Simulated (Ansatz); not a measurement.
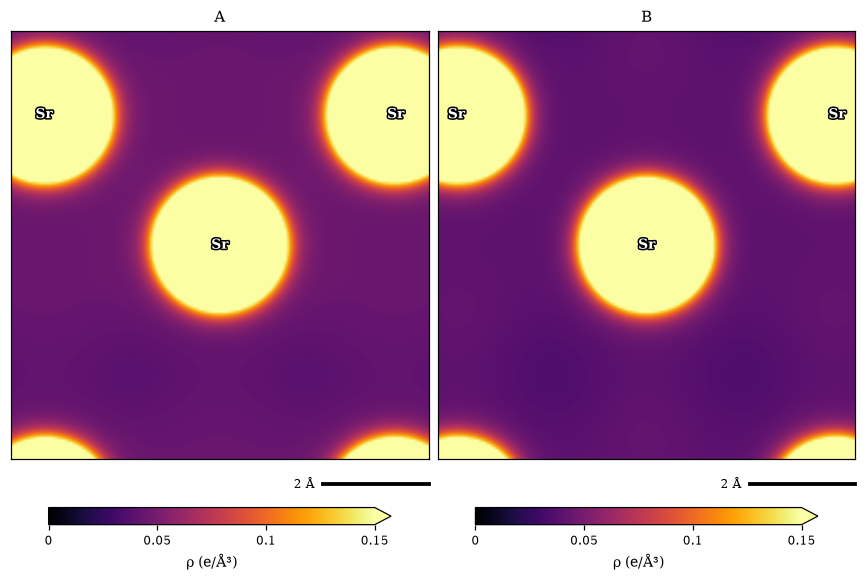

Sr. The valence pseudo-density of two cells that differ in size and shape, on the (110) plane of each (indices in the axes of the calculation cell), at one length scale and on one colour scale: B has 56.6 Å³ an atom and A 52.4.

The calculation used DFT PBEsol, scalar-relativistic, plane waves, PAW in Ansatz.

The density is the valence pseudo-density of a PAW calculation; it isn't the true density close to the nuclei.

The larger cell:

```
CELL_PARAMETERS angstrom
4.26536 0.00000 0.00000
-2.13268 3.69391 0.00000
0.00000 0.00000 7.18414
ATOMIC_POSITIONS crystal
Sr 0.33333 0.66667 0.25000
Sr 0.66667 0.33333 0.75000
```

The smaller cell: a = 4.270 Å, b = 4.270 Å, c = 6.638 Å, α = 90.00°, β = 90.00°, γ = 120.00°.

Question: What does the compression do to the bonding and the properties?

Answer: From the larger cell to the smaller, Sr–Sr goes from 4.36 to 4.13 Å, and the density at its midpoint from 0.04 to 0.05 e/Å³, the ELF there from 0.35 to 0.25; the pressure goes from −0.8 to 0.0 GPa.
